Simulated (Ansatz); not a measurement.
System: Si$_{2}$Mo.

The calculation's input:

```
crystal:
  lattice:
    - [4.5744403908, 0.0, 0.0]
    - [-2.2872201954, 3.9615815865, 0.0]
    - [0.0, 0.0, 6.5665572496]
  atoms:
    - { symbol: Si, position: [0.1673233707, 0.8326766293, 0.8333333333] }
    - { symbol: Si, position: [0.3220255196, 0.1610127598, 0.1666666667] }
    - { symbol: Si, position: [0.8389872402, 0.6779744804, 0.5] }
    - { symbol: Si, position: [0.8389872402, 0.1610127598, 0.8333333333] }
    - { symbol: Si, position: [0.6653532586, 0.8326766293, 0.1666666667] }
    - { symbol: Si, position: [0.1673233707, 0.3346467414, 0.5] }
    - { symbol: Mo, position: [0.5019935958, 0.0039871916, 0.5] }
    - { symbol: Mo, position: [-0.0039871916, 0.4980064042, 0.1666666667] }
    - { symbol: Mo, position: [0.5019935958, 0.4980064042, 0.8333333333] }
basis:
  ecutwfc: 420
kpoints:
  mp_grid: { grid: [12, 12, 6] }
hamiltonian:
  xc: pbesol
scf:
  occupations: { method: gaussian, width: 0.15 }
output:
  forces: true
  stress: true
  eigenvalues: true
  write_density: true
  write_potential: true
  elf: true
  volumetric_format: npy
```

Launched as:

```sh
ansatz run input.yaml --threads 2 --pin off --max-ram 5120MiB --backend cpu --events-out ev --progress --plain --runs-dir out
```

Below, planes, directions and counts refer to the conventional cell (a = 4.57 Å, b = 4.57 Å, c = 6.57 Å, α = 90.00°, β = 90.00°, γ = 120.00°).

Space group P3₂12; a structure from a database of computed crystals, not necessarily the ambient phase; computed without spin polarisation.

Theory: DFT PBEsol, scalar-relativistic, plane waves, PAW in Ansatz 0.2.0.

Question: What will maps of the valence pseudo-density and electron localisation function show?

Answer: Si–Si (2.60 Å): the density is about 0.34 e/Å³ at the midpoint; the ELF peaks at about 0.65 between the atoms.
Si–Mo (2.63 Å): ρ is about 0.4 e/Å³ halfway; the ELF peaks at about 0.75 in the valence shell of Si, 0.9 Å from its nucleus, and is about 0.40 at the midpoint.
Si–Si (2.66 Å): ρ is about 0.3 e/Å³ halfway; the ELF peaks at about 0.55 in the valence shell of Si, 0.9 Å from its nucleus, and is about 0.50 at the midpoint.
Si–Mo (2.67 Å): ρ is about 0.37 e/Å³ halfway; the ELF peaks at about 0.70 in the valence shell of Si, 0.9 Å from its nucleus, and is about 0.40 at the midpoint.

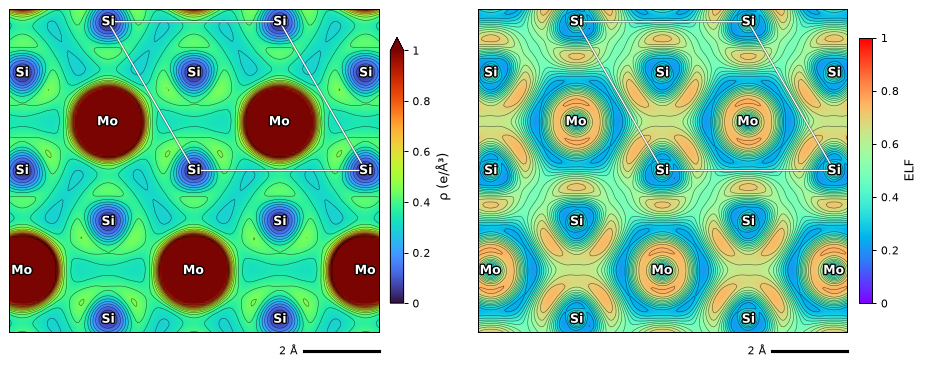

Computed valence pseudo-density and electron localisation function on the (001) plane of the conventional cell, in this order. 

In a PAW calculation such maps are meaningful between the atoms, not at the nuclei.
